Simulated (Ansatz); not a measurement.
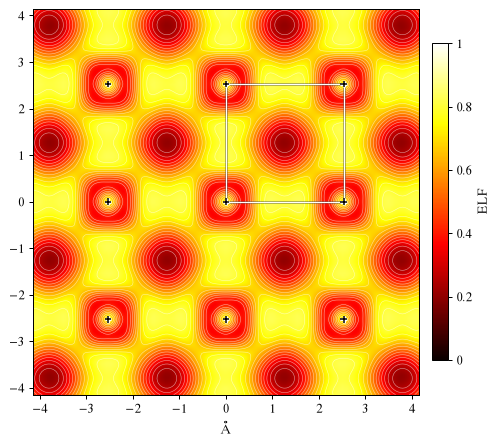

The electron localisation function on a plane through atoms (crosses mark nuclei in the plane).

The calculation used Ansatz 0.2.0, Kohn-Sham DFT of a periodic cell, HSE06 form with a typed share of exact exchange, Ansatz PAW.

Candidates:
A. Si, a = 2.53 Å, b = 2.53 Å, c = 2.53 Å, α = 90.00°, β = 90.00°, γ = 90.00°. Space group Pm-3m; a generated structure, not necessarily the stable one.
B. As, a = 2.70 Å, b = 2.70 Å, c = 5.41 Å, α = 90.00°, β = 90.00°, γ = 90.00°. Space group P-1; a structure from a database of computed crystals, not necessarily the ambient phase.

**Which system is this?**

Candidate A: Si on the (010) plane of the conventional cell, which holds Si. Si–Si (2.53 Å): the ELF peaks at about 0.85 between the atoms.
